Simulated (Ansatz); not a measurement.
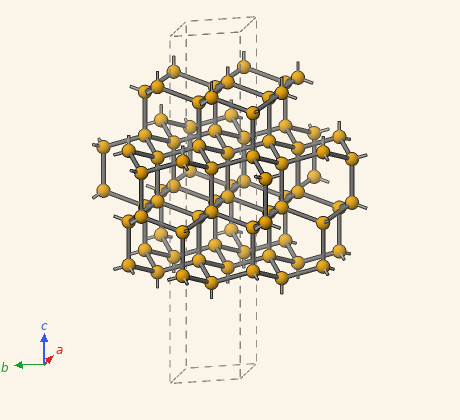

The net above was derived from one of the structures below (computed or model cells, partly hypothetical) by pruning terminal atoms and folding two-connected atoms into edges (only the bonds listed count; of a layer or chain structure one layer or chain is shown).

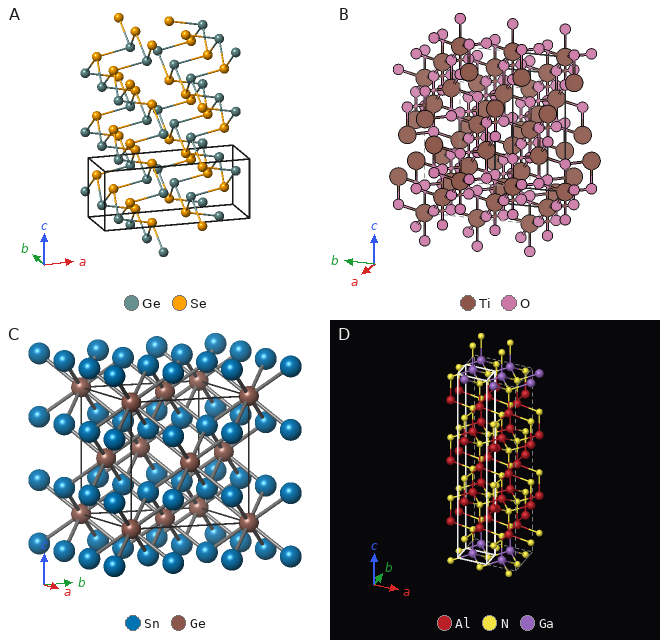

A: GeSe (bonds: Ge–Se below 2.9 Å)
B: TiO2 (bonds: O–Ti below 2.3 Å)
C: Sn₂Ge (bonds: Ge–Sn below 3.3 Å)
D: Al5GaN6 (bonds: Al–N below 2.2 Å and Ga–N below 2.2 Å)
All are geometries used in or obtained from electronic-structure calculations.

Which structure gives this net?

Answer. D, Al5GaN6: a uninodal 4-connected, three-periodic net; Al, N and Ga are 4-connected nodes. It is the lon net, known from lonsdaleite, wurtzite and tridymite. The others give a uninodal 3-connected, two-periodic (layers) net (A), a binodal (3,6)-connected, three-periodic net (B) and a binodal (4,8)-connected, three-periodic net (C).
